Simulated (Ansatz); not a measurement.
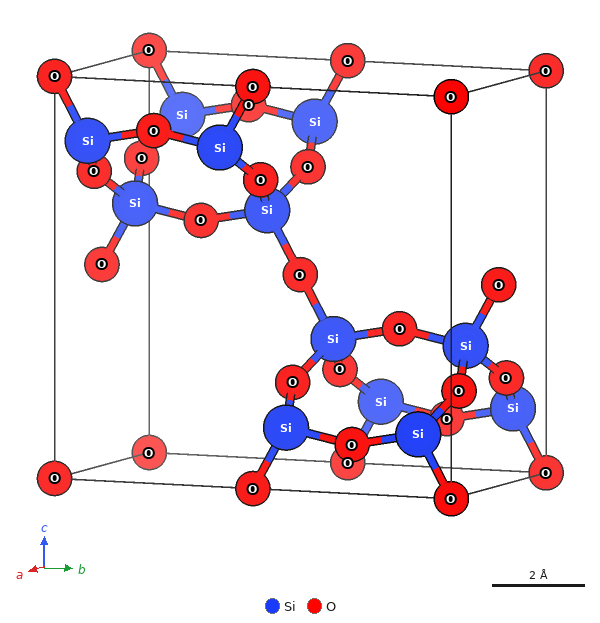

The starting point is crystalline SiO₂ (set up in Imma). A ball-and-stick model of the conventional cell (2 times the calculation's cell), seen slightly off an axis. Lengths and directions refer to the drawn axes.

The calculation used Ansatz 0.2.0, DFT LDA, scalar-relativistic, plane waves, PAW. Settings: plane-wave cutoff 420 eV; k-point mesh 6 × 6 × 6; occupations gaussian; smearing width 0.02 eV; no spin polarisation.

Now this is done to it. The crystal is put under a hydrostatic pressure of 4 GPa. Cell and atoms are relaxed at that pressure.

### What is the effect?

The volume changes by −23.7 %, with a 5.230 → 5.268 Å (+0.7 %), b 9.476 → 7.214 Å (−23.9 %), c 8.873 → 8.827 Å (−0.5 %). The largest moves relative to the cell, 0.81 Å, are those of O atoms. Largest moves by element: O 0.81 Å, Si 0.41 Å. Among the bonded contacts that change: O–Si 1.605 → 1.598 to 1.604 Å, O–Si 1.593 → 1.587 Å. The space group stays Imma (No. 74). Energy change: +27.2 meV per atom. Pressure: 0.0 GPa before, 4.0 GPa after. The gap on the k-mesh goes from 5.43 to 5.41 eV.

The changed structure in the same view:

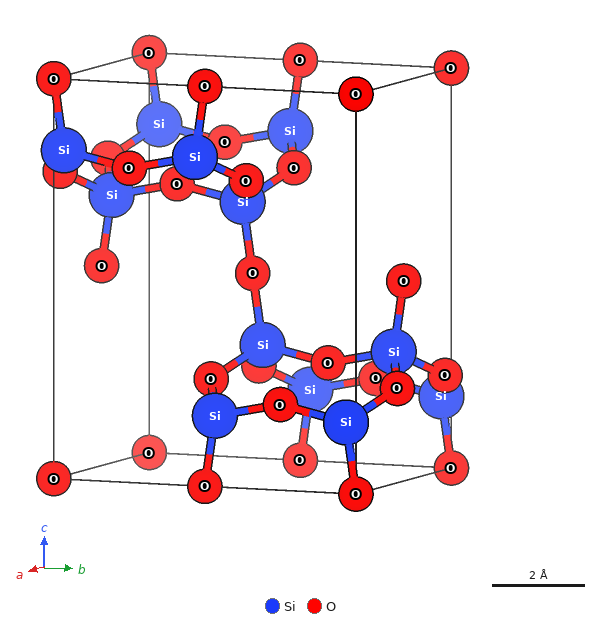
